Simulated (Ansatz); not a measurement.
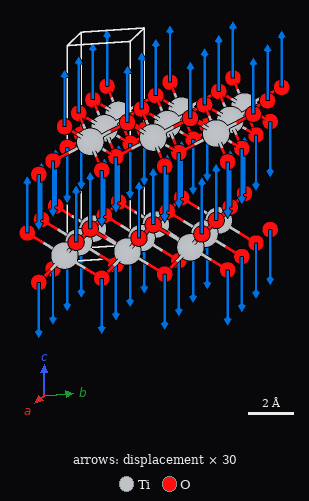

This is a relaxation of crystalline TiO2 (built on the SnS2-186 type type). The starting structure is drawn; blue arrows show the displacements (the part carried along by the change of the cell is left out), magnified 30 times.

The picture is a ball-and-stick view of the cell of the calculation, repeated 3 × 3 × 1 with one cell outlined, seen slightly off an axis.

The calculation used DFT, r2SCAN+rVV10, plane waves, PAW in Ansatz 0.2.0.

Input
```yaml
crystal:
  lattice:
    - [2.95910126, 0.0, 0.0]
    - [-1.47955063, 2.5626568635, 0.0]
    - [0.0, 0.0, 9.896642684]
  atoms:
    - { symbol: Ti, position: [0.3333333333, 0.6666666667, 0.6249592264] }
    - { symbol: Ti, position: [0.6666666667, 0.3333333333, 0.1249592264] }
    - { symbol: O, position: [0.6666666667, 0.3333333333, 0.7219917369] }
    - { symbol: O, position: [0.3333333333, 0.6666666667, 0.2219917369] }
    - { symbol: O, position: [0.0, 0.0, 0.0280510367] }
    - { symbol: O, position: [0.0, 0.0, 0.5280510367] }
kpoints:
  mp_grid: { grid: [12, 12, 2] }
hamiltonian:
  xc: r2scan
  dispersion: rvv10
scf:
  occupations: { method: fermi_dirac, width: 0.03 }
relax:
  f_tol: 0.01
  cell: {}
  max_steps: 120
```

Launched with:
```bash
ansatz run input.yaml --threads 2 --pin off --max-ram 2211MiB --backend cpu --events-out ev --progress --plain --runs-dir out
```

> What happened in the run?

The largest moves relative to the cell, 0.089 Å, are those of O3 and O4. O3 goes along +c. By element the largest moves are O 0.089 Å, Ti 0.001 Å. The volume changes by −9.1 %, with a = b 2.959 → 2.972 Å (+0.4 %), c 9.897 → 8.920 Å (−9.9 %). Some distances before and after: Ti1–Ti1 2.959 → 2.972 Å, Ti1–O3 1.960 → 1.964 Å. The space group stays P6_3mc (No. 186). Over 4 accepted moves (6 points after the start) the energy falls by 10.7 meV per atom. Largest force component: 0.062 eV/Å at the start, 0.0087 eV/Å at the end. The pressure goes from 0.49 to 0.01 GPa. The line search rejected the trial step at point 3 of the run. At 1 point the geometry stayed and the basis and grid were re-selected for the new cell (energy shift of 0.8 meV per atom at most each time). Cost: 69 s on 2 threads of Intel(R) Xeon(R) Platinum 8488C (Sapphire Rapids) (shared host), peak memory 0.66 GiB.
